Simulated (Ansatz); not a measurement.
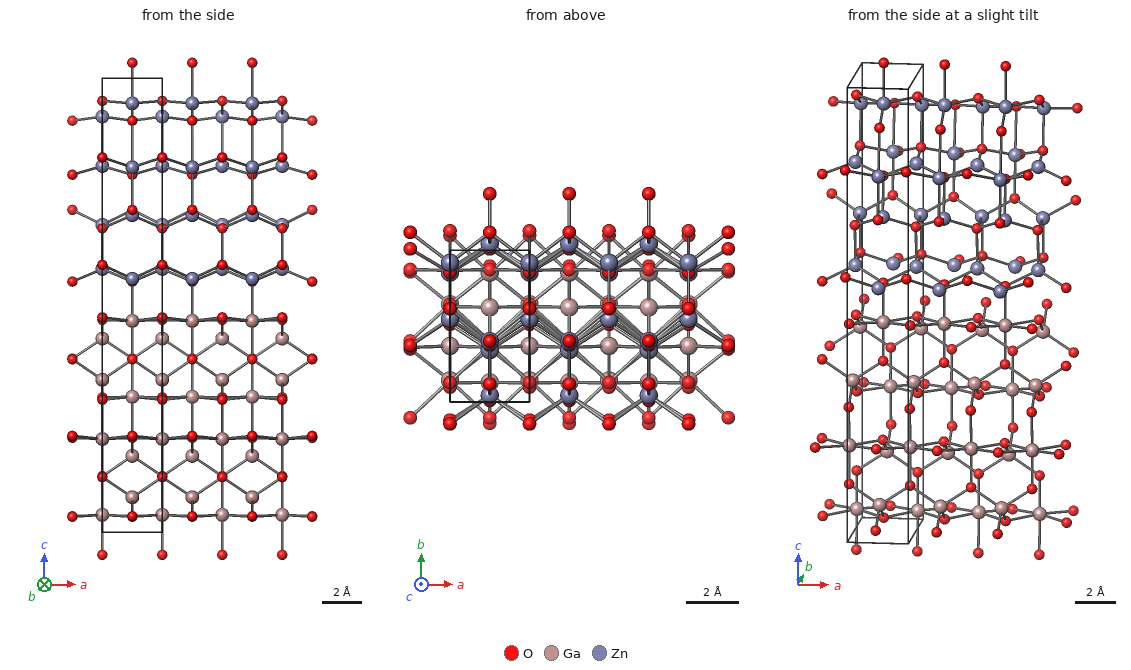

A ball-and-stick picture of a periodic stack of two materials, seen from the side, from above and from the side at a slight tilt; the box is the simulation cell in a reduced setting, and 3×1 cells are drawn in the plane (a layer on the cell's face shows at both ends).

Q: Identify both sides of the interface and their planes.

A: Ga2O3 (1 0 0) (C2/m, 20 atoms) and ZnO (0 0 1) (P6_3mc, 16 atoms).

Q: Give the in-plane cell and the period of the stack.

A: The in-plane vectors are 3.08 and 5.88 Å long, those of Ga2O3, to which ZnO is strained; the stack repeats after 23.3 Å.

The atoms and the stacking vector were relaxed with DFT PBE, scalar-relativistic, plane waves, PAW (Ansatz 0.2.0), the in-plane cell held. The two parents, named as they started, are listed structures, not always the stable forms, and thin layers can change their stacking on relaxation.
